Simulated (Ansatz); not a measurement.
System: Nb.

Input file:

```
crystal:
  lattice:
    - [0.0, 2.9161704924, 2.9161704924]
    - [2.9161704924, 0.0, 2.9161704924]
    - [2.9161704924, 2.9161704924, 0.0]
  atoms:
    - { symbol: Nb, position: [0.125, 0.125, 0.125] }
    - { symbol: Nb, position: [0.875, 0.875, 0.875] }
hamiltonian:
  xc: lda
  pseudopotentials:
    kind: paw
    azcp:
      Nb: "pseudopotentials/Nb.paw.azcp"
basis:
  ecutwfc: 420
  fft_grid_basis: typed
kpoints:
  mp_grid: { grid: [11, 11, 11], shift: [0, 0, 0] }
magnetization:
  spin_polarized: false
scf:
  occupations: { method: fermi_dirac, width: 0.1 }
  lower_state_search: "off"
output:
  stress: true
  write_density: true
  write_potential: true
  elf: true
  volumetric_format: npy
```

Below, planes, directions and counts refer to the conventional cell (a = 5.83 Å, b = 5.83 Å, c = 5.83 Å, α = 90.00°, β = 90.00°, γ = 90.00°).

Space group Fd-3m; set up as Nb, diamond; a generated structure, not necessarily the stable one; changed on purpose from its base cell (volume × 1.04); computed pressure about −3 GPa in this cell.

Method: Ansatz, DFT, LDA (PW92), plane waves (420 eV) with PAW, scalar-relativistic.

What will maps of the valence pseudo-density and electron localisation function show?

Answer. Nb–Nb (2.53 Å): the density is about 0.53 e/Å³ at the midpoint; the ELF is about 0.30 at the midpoint.

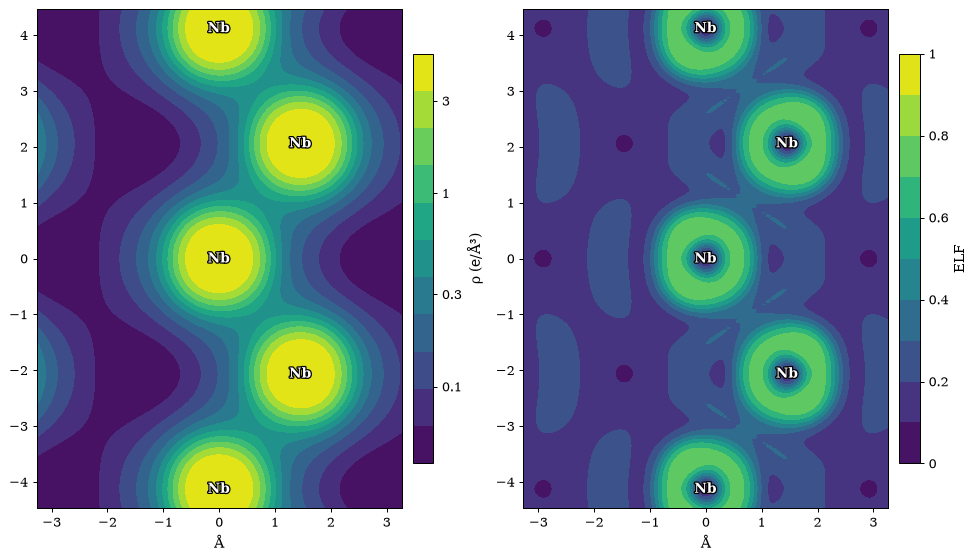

Computed valence pseudo-density and electron localisation function on the (110) plane of the conventional cell, in this order. 

The density is the valence pseudo-density of a PAW calculation; it isn't the true density close to the nuclei.
